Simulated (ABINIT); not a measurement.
Run report: Pt, single-point calculation at one volume of an equation of state

Pt (1 atom in the cell), computed with Kohn-Sham DFT of a periodic cell, RPBE with D3, JTH PAW PBE v2.0, no spin polarisation (ABINIT 10.8.3).

The structure derives from an entry of the Crystallography Open Database.

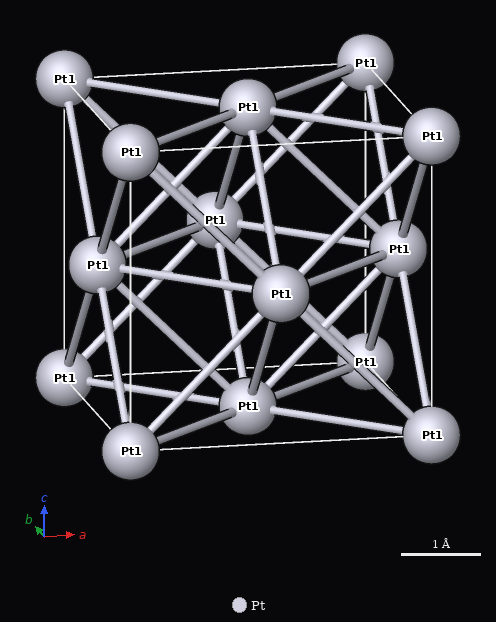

*The structure as given in the input (ball-and-stick view of the cell 4 times as large as that of the calculation, set on its symmetry axes, seen slightly off an axis; atoms are numbered from 1 in the order of the input).*

Near neighbours in the crystal (not all of them lie inside the picture): Pt has 12 Pt at 2.77 Å.

Input
```python
import json, os
import numpy as np
from ase.eos import EquationOfState
from ase.units import GPa
from ase.calculators.mixing import SumCalculator
from dftd3.ase import DFTD3
from ase.calculators.abinit import Abinit, AbinitProfile
from ase import Atoms

atoms = Atoms(['Pt'],
              cell=[[0.0, 1.9609, 1.9609], [1.9609, 0.0, 1.9609], [1.9609, 1.9609, 0.0]],
              scaled_positions=[[0.0, 0.0, 0.0]],
              pbc=True)

profile = AbinitProfile(command='abinit', pp_paths=[os.path.abspath('pseudos')])
params = dict(
    pps='pawxml', xc='PBE',
    ecut=435.3822,
    pawecutdg=870.7644,
    kptopt=1,
    ngkpt=[12, 12, 12],
    nshiftk=1,
    shiftk=[0.0, 0.0, 0.0],
    ixc=15,
    nband=9,
    occopt=3,
    tsmear=0.05,
    nstep=100,
    tolvrs=1e-09,
    prtwf=0,
    prtden=0,
)

cell0 = atoms.cell.copy()
volumes, energies = [], []
for i, x in enumerate([0.94, 0.96, 0.98, 1.0, 1.02, 1.04, 1.06]):
    atoms.set_cell(cell0 * x ** (1 / 3), scale_atoms=True)
    atoms.calc = SumCalculator([Abinit(profile=profile, directory=f'v{i}', **params), DFTD3(method='rpbe', damping='d3zero')])
    volumes.append(atoms.get_volume() / len(atoms))
    dft, disp = atoms.calc.mixer.calcs
    energies.append((dft.get_property('free_energy', atoms) + disp.get_property('energy', atoms)) / len(atoms))
    print(f'{x:5.2f} {volumes[-1]:10.5f} A^3/atom {energies[-1]:14.6f} eV/atom', flush=True)
    json.dump(dict(volumes=volumes, energies=energies), open('results.json', 'w'))
v0, e0, b0 = EquationOfState(volumes, energies, eos='murnaghan').fit()
print(f'V0 {v0:.4f} A^3/atom  E0 {e0:.6f} eV/atom  B0 {b0 / GPa:.2f} GPa')
```

File abinit.in
```
ecut 435.3822 eV
ixc 15
kptopt 1
natom 1
nband 9
ngkpt
12 12 12
nshiftk 1
nsppol 1
nstep 100
occopt 3
pawecutdg 870.7644 eV
prtden 0
prtwf 0
shiftk
0.0 0.0 0.0
tolvrs 1e-09
tsmear 0.05 eV
#Definition of the unit cell
acell
1.00000000000000 1.00000000000000 1.00000000000000 Angstrom
rprim
0.00000000000000 1.99935878348772 1.99935878348772
1.99935878348772 0.00000000000000 1.99935878348772
1.99935878348772 1.99935878348772 0.00000000000000
chkprim 0 # Allow non-primitive cells
#Definition of the atom types
ntypat 1
znucl 78
#Enumerate different atomic species
typat
 1
pseudos "./pseudos/Pt.GGA_PBE-JTH.xml"
#Definition of the atoms
xcart
0.00000000000000 0.00000000000000 0.00000000000000
chkexit 1 # abinit.exit file in the running directory terminates after the current SCF
```

Machine: 1 thread of Arm Neoverse V1, 24 GiB of memory available, shared host.

Launched with:
```bash
python run.py
```

What the program printed
```
0.94   14.17504 A^3/atom    -734.822674 eV/atom
 0.96   14.47663 A^3/atom    -734.861174 eV/atom
 0.98   14.77823 A^3/atom    -734.887302 eV/atom
 1.00   15.07983 A^3/atom    -734.901558 eV/atom
 1.02   15.38142 A^3/atom    -734.905925 eV/atom
 1.04   15.68302 A^3/atom    -734.901051 eV/atom
 1.06   15.98462 A^3/atom    -734.889180 eV/atom
V0 15.3720 A^3/atom  E0 -734.905818 eV/atom  B0 239.06 GPa
```

Key numbers

| quantity | value |
| --- | --- |
| outcome | converged |
| space group (tolerance 0.01 Å) | Fm-3m (225) |
| wall time | 1.7 min |
| peak memory | 0.1 GiB |

Remarks

Spin–orbit coupling is left out, which matters for Pt.
